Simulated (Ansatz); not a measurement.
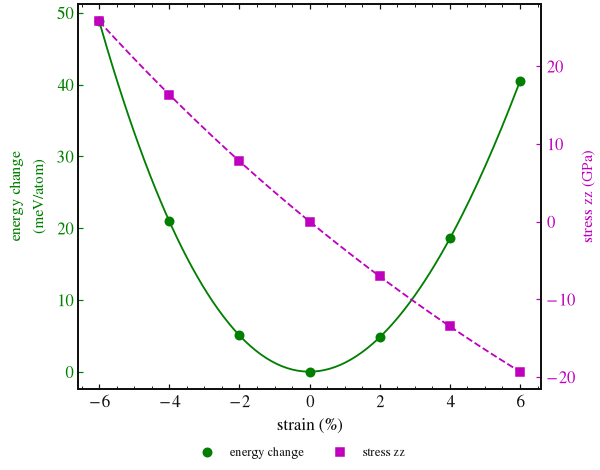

The picture above shows the energy change and stress zz against strain for CuO, space group Cccm (No. 66).

Cell as given: a = 4.085 Å, b = 4.101 Å, c = 5.092 Å, α = 90.00°, β = 90.00°, γ = 90.00°; 8 atoms.

Computed with Ansatz 0.2.0: energy, stress and cell of a relaxed crystal along a series of strains, atoms and what the cell freedom names relaxed within the symmetry; stress is positive in compression; plane waves with PAW datasets, Γ-centred k mesh; energies extrapolated to zero smearing. Level: PBEsol, no spin polarisation.

| setting | value |
| --- | --- |
| wave cutoff | 420 eV |
| k mesh | 10×10×8 |
| occupations | Gaussian |
| smearing width | 0.1 eV |
| strain kind | stretch along c with a and b held |
| cell freedom | cell held, only c stretched |

### Does the undistorted structure sit at the bottom of the curve?

Yes: the energy rises on both sides of the starting structure, which is therefore a minimum along this path.

### Read off the course of the stress zz.

It falls from 25.77 GPa at strain −6 % to −19.33 GPa at 6 %, and changes sign near 0 %.

Limits of the calculation: no spin polarisation, a magnetic state may lie lower.

The computed values:

```csv
strain (%),energy change (meV/atom),stress zz (GPa)
-6,48.80,25.77
-4,20.94,16.33
-2,5.04,7.76
0,0.00,0.00
2,4.80,-7.07
4,18.56,-13.50
6,40.48,-19.33
```
